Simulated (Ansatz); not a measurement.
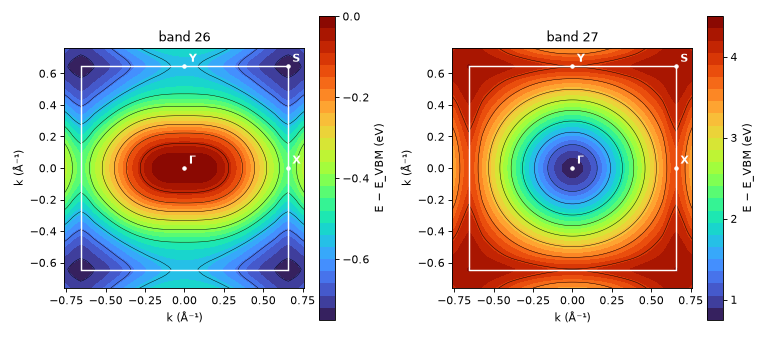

Two bands of SnO₂ in space group Pnnm over the plane through Γ, X and Y: the highest mostly filled and the lowest mostly empty one.

The calculation used DFT PBE, scalar-relativistic, plane waves, PAW; levels and slopes on a dense k mesh at the converged density in Ansatz. No spin polarisation. Mesh 16×16×24, interpolated with the band slopes. Unrelaxed database geometry. The cell comes from a database of computed structures, not from a measurement.

Question: Give both levels and their distance at the named points.

Answer:
```json
{"point": "Γ", "lower band (eV)": "−0.01", "upper band (eV)": "0.80", "distance (eV)": "0.81"}
{"point": "X", "lower band (eV)": "−0.43", "upper band (eV)": "3.86", "distance (eV)": "4.30"}
{"point": "Y", "lower band (eV)": "−0.55", "upper band (eV)": "4.02", "distance (eV)": "4.57"}
{"point": "S", "lower band (eV)": "−0.73", "upper band (eV)": "4.35", "distance (eV)": "5.08"}
```

Question: Where are the band edges of the whole zone?

Answer: The valence band has two equivalent maxima on the Γ–X line, nearly flat in one direction, with masses 1.15 and 1.83 mₑ across; the conduction band has one minimum at Γ, principal masses 0.17, 0.18 and 0.20 mₑ. The gap is indirect, 0.80 eV at this level of theory, which underestimates gaps and can reorder valleys that lie close. It is nearly direct: the smallest vertical gap, at Γ, is only 0.81 eV, so the kind of gap isn't settled at this level.

Spin-orbit coupling, left out here, can change the gap, its kind, the place of the band edges and the masses, since the compound holds Sn.
